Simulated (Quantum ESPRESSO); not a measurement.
# Run report: SrO, geometry relaxation (part 2 of 2)

Continued. System: SrO (I4/mmm, 2 atoms in the cell). Method: Kohn-Sham DFT of a periodic cell, PBE with MBD, SG15 PBE 1.2, no spin polarisation (Quantum ESPRESSO 7.5); cutoff 1197.3 eV, 9×9×9 k-mesh, fixed occupations. The structure derives from an entry of the Crystallography Open Database.

Geometry of the input (Å; fractional positions):
```
0.0000  2.5663  2.5663
2.5791  0.0000  2.5663
2.5791  2.5663  0.0000
Sr 0.5000  0.5000  0.5000
O  0.0000  0.0000  0.0000
```

The program's output, continued:
```
          k =-0.2345-0.3928 0.3928 (  3190 PWs)   bands (ev):

   -24.3046  -8.6113  -6.2776  -6.1789  -5.0220   5.8849   6.7892   6.8631
    14.3929  15.4245  16.8191  17.2601  19.7285  19.9931

          k =-0.1564-0.3143 0.3143 (  3194 PWs)   bands (ev):

   -24.3250  -8.4812  -6.2881  -6.1388  -5.0759   6.0280   6.8178   7.1070
    14.0728  15.1622  16.0926  16.7203  19.0990  19.1345

          k =-0.0782-0.2357 0.2357 (  3196 PWs)   bands (ev):

   -24.3664  -8.1758  -6.2524  -6.0999  -5.2606   6.4271   7.0426   7.4566
    13.7040  14.1567  15.1908  15.9738  17.7799  18.2529

          k =-0.0000-0.1571 0.1571 (  3195 PWs)   bands (ev):

   -24.4091  -7.7877  -6.1757  -6.0806  -5.5521   6.9901   7.3872   7.7079
    13.0469  13.7071  14.5571  15.0821  16.8893  17.3349

          k = 0.3127-0.0000 0.0000 (  3191 PWs)   bands (ev):

   -24.3756  -7.8647  -6.2337  -6.2333  -5.5657   6.5580   7.7290   7.7290
    12.5002  13.5603  15.9671  15.9692  16.9580  18.0529

          k = 0.3909 0.0786-0.0786 (  3195 PWs)   bands (ev):

   -24.3400  -8.0261  -6.2954  -6.2825  -5.5734   6.5064   7.5037   7.5915
    12.3334  14.4050  16.6732  16.7721  17.5802  18.5233

          k = 0.4691 0.1571-0.1571 (  3197 PWs)   bands (ev):

   -24.3059  -8.2235  -6.4106  -6.2921  -5.4717   6.5269   7.1240   7.3056
    12.8037  15.2844  16.9957  17.3293  18.6918  19.4201

          k =-0.1564-0.4714 0.4714 (  3187 PWs)   bands (ev):

   -24.2895  -8.3548  -6.5268  -6.2580  -5.3144   6.3666   7.0220   7.0788
    13.7109  15.1548  17.1918  17.3350  19.4166  20.6448

          k =-0.0782-0.3928 0.3928 (  3188 PWs)   bands (ev):

   -24.2989  -8.3845  -6.5458  -6.1952  -5.1924   6.1840   6.8545   7.2811
    14.3232  14.6950  16.6432  16.8382  19.3925  20.6944

          k =-0.0000-0.3143 0.3143 (  3186 PWs)   bands (ev):

   -24.3293  -8.3179  -6.4364  -6.1325  -5.1676   6.1972   6.8603   7.4535
    13.8253  14.6861  15.7781  16.4995  18.9626  19.0791

          k = 0.4691-0.0000 0.0000 (  3178 PWs)   bands (ev):

   -24.3160  -7.8583  -6.3558  -6.3553  -5.9539   6.7471   7.7295   7.7295
    11.6591  14.7035  17.5679  17.6084  17.6105  18.3558

          k = 0.5472 0.0786-0.0786 (  3197 PWs)   bands (ev):

   -24.2909  -7.8202  -6.5698  -6.3832  -6.0045   7.0080   7.5357   7.6279
    11.7088  15.4307  17.3548  17.9076  18.4268  19.2859

          k =-0.0782-0.5500 0.5500 (  3203 PWs)   bands (ev):

   -24.2765  -7.9285  -6.8116  -6.3541  -5.7356   6.9935   7.3018   7.3606
    12.4320  15.8706  16.6744  18.0950  18.8785  20.9533

          k =-0.0000-0.4714 0.4714 (  3204 PWs)   bands (ev):

   -24.2797  -8.1642  -6.7759  -6.2805  -5.4313   6.5431   7.0627   7.3565
    13.5686  15.0524  16.8448  17.4679  19.2525  20.6108

          k = 0.6254-0.0000 0.0000 (  3218 PWs)   bands (ev):

   -24.2773  -7.4456  -6.7134  -6.4344  -6.4339   7.3051   7.7675   7.7675
    11.2094  15.5789  18.0407  18.1344  18.8357  18.8381

          k =-0.0000-0.6285 0.6285 (  3210 PWs)   bands (ev):

   -24.2716  -7.4305  -7.0164  -6.4226  -6.1790   7.3987   7.5472   7.6567
    11.4921  15.9506  17.1647  18.3175  18.8192  20.0864

          k = 0.0000 0.1571 0.0000 (  3193 PWs)   bands (ev):

   -24.4281  -7.5300  -6.1282  -6.1262  -5.7428   7.2142   7.7813   7.7996
    12.4507  13.5466  14.6120  14.6458  16.4526  16.9818

          k = 0.0782 0.2357-0.0786 (  3202 PWs)   bands (ev):

   -24.3958  -7.8737  -6.1707  -6.1506  -5.4885   6.7315   7.5322   7.6136
    13.2507  13.3192  15.2002  15.3140  16.9312  17.7200

          k = 0.1564 0.3143-0.1571 (  3199 PWs)   bands (ev):

   -24.3510  -8.2625  -6.2035  -6.1792  -5.2472   6.3093   7.1048   7.2776
    13.4367  14.5341  15.9712  16.1860  17.9333  18.5722

          k = 0.2345 0.3928-0.2357 (  3193 PWs)   bands (ev):

   -24.3148  -8.5330  -6.2272  -6.2089  -5.0860   6.0040   6.8456   6.9615
    13.9938  15.3124  16.8322  16.9093  19.1858  19.4397

          k =-0.3909-0.2357 0.3928 (  3195 PWs)   bands (ev):

   -24.3045  -8.6085  -6.2691  -6.1873  -5.0292   5.8879   6.7906   6.8691
    14.3879  15.4130  16.8093  17.2949  19.6853  20.0088

          k =-0.3127-0.1571 0.3143 (  3192 PWs)   bands (ev):

   -24.3252  -8.4720  -6.2814  -6.1465  -5.0908   6.0329   6.8210   7.1220
    14.0722  15.1662  16.0781  16.7499  19.0517  19.1197

          k =-0.2345-0.0786 0.2357 (  3197 PWs)   bands (ev):

   -24.3668  -8.1626  -6.2489  -6.1058  -5.2779   6.4301   7.0445   7.4781
    13.6989  14.1825  15.1722  15.9880  17.7784  18.1971

          k =-0.1564-0.0000 0.1571 (  3209 PWs)   bands (ev):

   -24.4094  -7.7761  -6.1733  -6.0844  -5.5660   6.9883   7.3852   7.7298
    13.0649  13.6970  14.5375  15.1061  16.9073  17.2819

          k = 0.3127 0.1571 0.0000 (  3199 PWs)   bands (ev):

   -24.3625  -8.0647  -6.2914  -6.1584  -5.3940   6.4543   7.2535   7.6285
    13.0093  14.0729  15.7279  16.1898  17.5472  18.3021

          k = 0.3909 0.2357-0.0786 (  3193 PWs)   bands (ev):

   -24.3232  -8.2840  -6.3857  -6.2080  -5.2824   6.2937   6.9650   7.4075
    13.3187  14.9013  16.4608  16.7036  18.6528  19.1898

          k =-0.2345-0.3928 0.5500 (  3192 PWs)   bands (ev):

   -24.2971  -8.4228  -6.4183  -6.2670  -5.2159   6.2066   6.9047   7.1138
    14.0326  14.9292  17.1381  17.1435  19.4233  20.3341

          k =-0.1564-0.3143 0.4714 (  3196 PWs)   bands (ev):

   -24.2968  -8.4296  -6.4218  -6.2614  -5.2091   6.2067   6.9069   7.0994
    14.0173  14.9456  17.1067  17.1664  19.4404  20.3597

          k =-0.0782-0.2357 0.3928 (  3192 PWs)   bands (ev):

   -24.3223  -8.3020  -6.3899  -6.2002  -5.2625   6.2917   6.9608   7.3826
    13.3109  14.8830  16.4866  16.6937  18.6630  19.2529

          k =-0.0000-0.1571 0.3143 (  3204 PWs)   bands (ev):

   -24.3615  -8.0870  -6.2947  -6.1557  -5.3648   6.4499   7.2493   7.6017
    13.0099  14.0356  15.7517  16.1869  17.5245  18.3992

          k = 0.4691 0.1571 0.0000 (  3191 PWs)   bands (ev):

   -24.3097  -8.0415  -6.4233  -6.3644  -5.6437   6.6597   7.2877   7.6043
    12.2701  15.0471  16.9440  17.4566  18.1878  19.2167

          k =-0.1564-0.4714 0.6285 (  3196 PWs)   bands (ev):

   -24.2857  -8.0887  -6.5855  -6.4469  -5.5393   6.7241   7.1306   7.4192
    12.8387  15.3060  16.7317  17.9774  18.9578  20.5517

          k =-0.0782-0.3928 0.5500 (  3197 PWs)   bands (ev):

   -24.2795  -8.1677  -6.6804  -6.4023  -5.4038   6.5363   7.1412   7.2869
    13.8330  14.5236  16.8610  17.8867  19.3404  20.7322

          k = 0.0000-0.3143 0.4714 (  3197 PWs)   bands (ev):

   -24.2941  -8.2588  -6.5936  -6.2940  -5.3092   6.3834   6.9486   7.4062
    13.7012  14.7653  16.6798  17.2143  19.1779  20.7500

          k =-0.0782-0.5500 0.7071 (  3198 PWs)   bands (ev):

   -24.2757  -7.6882  -6.8230  -6.5080  -5.9220   7.2242   7.3660   7.6272
    11.8630  15.8839  16.6735  18.4737  18.8127  20.2332

          k =-0.0000-0.4714 0.6285 (  3193 PWs)   bands (ev):

   -24.2712  -7.8322  -6.8916  -6.5165  -5.6547   6.9237   7.3758   7.4369
    12.6588  15.4221  16.4759  18.6938  18.9739  20.7225

          k = 0.0000 0.3143 0.0000 (  3199 PWs)   bands (ev):

   -24.3744  -7.8885  -6.2391  -6.2377  -5.5271   6.5513   7.7044   7.7245
    12.5023  13.5264  15.9647  15.9864  16.9225  18.1606

          k = 0.0782 0.3928-0.0786 (  3191 PWs)   bands (ev):

   -24.3385  -8.0461  -6.2967  -6.2889  -5.5444   6.5025   7.4909   7.5802
    12.3257  14.3712  16.6927  16.7794  17.5550  18.6174

          k = 0.1564 0.4714-0.1571 (  3196 PWs)   bands (ev):

   -24.3045  -8.2326  -6.4028  -6.3002  -5.4671   6.5296   7.1214   7.2996
    12.7856  15.2627  17.0233  17.3254  18.6755  19.4810

          k =-0.4691-0.1571 0.4714 (  3192 PWs)   bands (ev):

   -24.2887  -8.3507  -6.5185  -6.2671  -5.3282   6.3706   7.0225   7.0944
    13.6858  15.1497  17.2224  17.3231  19.3845  20.6620

          k =-0.3909-0.0786 0.3928 (  3187 PWs)   bands (ev):

   -24.2987  -8.3694  -6.5424  -6.2042  -5.2150   6.1906   6.8595   7.3085
    14.3166  14.6771  16.6241  16.8870  19.3411  20.6499

          k =-0.3127 0.0000 0.3143 (  3179 PWs)   bands (ev):

   -24.3297  -8.2989  -6.4354  -6.1403  -5.1912   6.2040   6.8660   7.4834
    13.8185  14.7058  15.7565  16.5219  18.8949  19.0575

          k = 0.1564 0.3143 0.0000 (  3203 PWs)   bands (ev):

   -24.3616  -8.0765  -6.2954  -6.1604  -5.3744   6.4492   7.2424   7.6266
    13.0034  14.0521  15.7342  16.2012  17.4964  18.3938

          k = 0.2345 0.3928-0.0786 (  3194 PWs)   bands (ev):

   -24.3223  -8.2894  -6.3890  -6.2050  -5.2798   6.2926   6.9629   7.4078
    13.2998  14.8857  16.4832  16.7140  18.5989  19.2590

          k =-0.3909-0.2357 0.5500 (  3195 PWs)   bands (ev):

   -24.2965  -8.4211  -6.4180  -6.2644  -5.2284   6.2114   6.9112   7.1165
    14.0074  14.9142  17.1449  17.1795  19.3819  20.3635

          k =-0.2345-0.3928 0.7071 (  3191 PWs)   bands (ev):

   -24.2946  -8.2411  -6.5908  -6.3070  -5.3231   6.3819   6.9484   7.4367
    13.7116  14.7528  16.7087  17.1832  19.1489  20.6949

          k =-0.1564-0.3143 0.6285 (  3191 PWs)   bands (ev):

   -24.2792  -8.1610  -6.6750  -6.4136  -5.4108   6.5359   7.1308   7.3120
    13.8120  14.5388  16.8723  17.8662  19.3279  20.7315

          k =-0.0782-0.2357 0.5500 (  3189 PWs)   bands (ev):

   -24.2846  -8.0988  -6.5778  -6.4503  -5.5381   6.7298   7.1407   7.3968
    12.8233  15.3112  16.7290  17.9826  18.9650  20.5924

          k =-0.0000-0.1571 0.4714 (  3190 PWs)   bands (ev):

   -24.3080  -8.0624  -6.4278  -6.3575  -5.6273   6.6649   7.2863   7.5776
    12.2594  15.0161  16.9633  17.4752  18.1975  19.2686

          k =-0.0782-0.3928 0.7071 (  3197 PWs)   bands (ev):

   -24.2723  -7.9343  -6.7053  -6.6900  -5.4990   6.7208   7.3008   7.4505
    13.4537  14.4499  16.5678  18.7434  19.2126  20.6528

          k =-0.0000-0.3143 0.6285 (  3195 PWs)   bands (ev):

   -24.2718  -7.9398  -6.6977  -6.6938  -5.4994   6.7228   7.3248   7.4224
    13.4380  14.4675  16.5605  18.7481  19.2165  20.6654

          k =-0.0000 0.4714 0.0000 (  3198 PWs)   bands (ev):

   -24.3139  -7.8802  -6.3655  -6.3608  -5.9216   6.7516   7.7054   7.7269
    11.6477  14.6736  17.5481  17.6213  17.6291  18.4376

          k = 0.0782 0.5500-0.0786 (  3203 PWs)   bands (ev):

   -24.2887  -7.8328  -6.5612  -6.3918  -6.0033   7.0235   7.5266   7.6194
    11.6913  15.4092  17.3861  17.8957  18.4328  19.3258

          k =-0.5472-0.0786 0.5500 (  3200 PWs)   bands (ev):

   -24.2748  -7.9241  -6.8058  -6.3636  -5.7521   6.9947   7.3262   7.3577
    12.4075  15.8620  16.6890  18.0835  18.8610  20.9929

          k =-0.4691-0.0000 0.4714 (  3202 PWs)   bands (ev):

   -24.2788  -8.1490  -6.7748  -6.2902  -5.4544   6.5471   7.0654   7.3890
    13.5398  15.0472  16.8751  17.4502  19.2143  20.6171

          k = 0.1564 0.4714 0.0000 (  3186 PWs)   bands (ev):

   -24.3080  -8.0519  -6.4316  -6.3565  -5.6406   6.6644   7.2791   7.6047
    12.2501  15.0233  16.9631  17.4824  18.1537  19.2729

          k =-0.4691-0.1571 0.6285 (  3192 PWs)   bands (ev):

   -24.2842  -8.0856  -6.5809  -6.4477  -5.5616   6.7311   7.1440   7.4231
    12.8075  15.2823  16.7586  17.9990  18.9181  20.5820

          k =-0.3909-0.0786 0.5500 (  3195 PWs)   bands (ev):

   -24.2785  -8.1527  -6.6786  -6.4057  -5.4360   6.5449   7.1479   7.3155
    13.7958  14.4984  16.9028  17.9001  19.2854  20.7470

          k =-0.3127-0.0000 0.4714 (  3198 PWs)   bands (ev):

   -24.2936  -8.2405  -6.5951  -6.2972  -5.3392   6.3911   6.9552   7.4386
    13.6793  14.7402  16.7287  17.2173  19.1131  20.7096

          k =-0.0782-0.2357 0.7071 (  3199 PWs)   bands (ev):

   -24.2699  -7.8297  -6.8889  -6.5251  -5.6616   6.9241   7.4062   7.4165
    12.6410  15.4400  16.4696  18.6719  18.9732  20.7487

          k =-0.0000-0.1571 0.6285 (  3203 PWs)   bands (ev):

   -24.2736  -7.6972  -6.8152  -6.5133  -5.9281   7.2406   7.3780   7.6031
    11.8466  15.8708  16.7004  18.4758  18.7992  20.2603

          k = 0.0000 0.6285 0.0000 (  3222 PWs)   bands (ev):

   -24.2747  -7.4549  -6.7019  -6.4469  -6.4401   7.3317   7.7461   7.7680
    11.1913  15.5727  18.0343  18.1651  18.8163  18.8681

          k =-0.6254 0.0000 0.6285 (  3218 PWs)   bands (ev):

   -24.2692  -7.4274  -7.0144  -6.4322  -6.1927   7.4298   7.5391   7.6499
    11.4713  15.9509  17.1695  18.3086  18.8168  20.1063

          k =-0.5472-0.0786 0.7071 (  3202 PWs)   bands (ev):

   -24.2734  -7.6834  -6.8136  -6.5190  -5.9443   7.2354   7.3763   7.6308
    11.8360  15.8759  16.6736  18.4427  18.8474  20.2490

          k =-0.4691-0.0000 0.6285 (  3202 PWs)   bands (ev):

   -24.2694  -7.8140  -6.8915  -6.5242  -5.6872   6.9279   7.4092   7.4427
    12.6237  15.3936  16.5001  18.7196  18.9250  20.7665

          k =-0.3909-0.0786 0.7071 (  3200 PWs)   bands (ev):

   -24.2709  -7.9170  -6.7010  -6.6969  -5.5344   6.7312   7.3303   7.4561
    13.4114  14.4203  16.6016  18.7866  19.1548  20.6835

     highest occupied, lowest unoccupied level (ev):     7.8563   11.1913

!    total energy              =     -94.47421717 Ry
     estimated scf accuracy    <          3.4E-10 Ry

     The total energy is the sum of the following terms:
     one-electron contribution =     -18.18182060 Ry
     hartree contribution      =      17.27272883 Ry
     xc contribution           =     -15.92472394 Ry
     ewald contribution        =     -77.64040146 Ry
     Dispersion Correction     =       0.00000000 Ry

     convergence has been achieved in  10 iterations

     Forces acting on atoms (cartesian axes, Ry/au):

     atom    1 type  1   force =     0.00000000    0.00000000    0.00000000
     atom    2 type  2   force =     0.00000000    0.00000000   -0.00000000

     Total force =     0.000000     Total SCF correction =     0.000000

     Computing stress (Cartesian axis) and pressure

          total   stress  (Ry/bohr**3)                   (kbar)     P=       19.97
   0.00010468  -0.00000000   0.00000000           15.40       -0.00        0.00
  -0.00000000   0.00015130   0.00000000           -0.00       22.26        0.00
   0.00000000   0.00000000   0.00015130            0.00        0.00       22.26

     BFGS Geometry Optimization
     Energy error            =      2.7E-51 Ry
     Gradient error          =      3.7E-26 Ry/Bohr

     bfgs converged in   1 scf cycles and   0 bfgs steps
     (criteria: energy <  1.0E-05 Ry, force <  1.0E-04 Ry/Bohr)

     End of BFGS Geometry Optimization

     Final energy             =     -94.4742171697 Ry
Begin final coordinates

ATOMIC_POSITIONS (crystal)
Sr               0.5000000000        0.5000000000        0.5000000000
O                0.0000000000        0.0000000000        0.0000000000
End final coordinates

=------------------------------------------------------------------------------=
   JOB DONE.
=------------------------------------------------------------------------------=
```

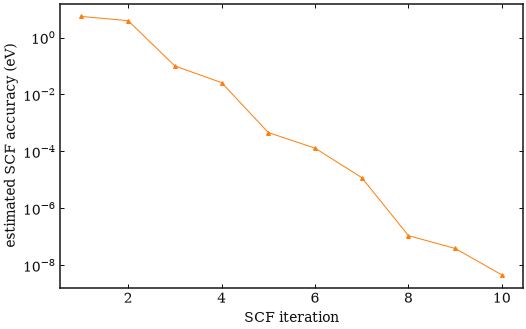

Fig. 1: Convergence of the self-consistent field: estimated SCF accuracy against the iteration. The field takes 10 iterations in all.

Summary:

| quantity | value |
| --- | --- |
| outcome | converged |
| space group (tolerance 0.01 Å) | I4/mmm (139) |
| electrons treated | 16 |
| free energy | −1285.3872 eV |
| gap on the k-point mesh | 3.34 eV |
| pressure | 2.00 GPa |
| final volume | 33.97 Å³ |
| largest force (length of the vector) | under 0.001 eV/Å |
| wall time | 2.2 min |
| peak memory | 0.11 GiB |

Notes on the run: MBD wavefunction derivatives not yet supported. Performing non-self-consistent MBD calculation upon SCF conver; k-point shift ignored.
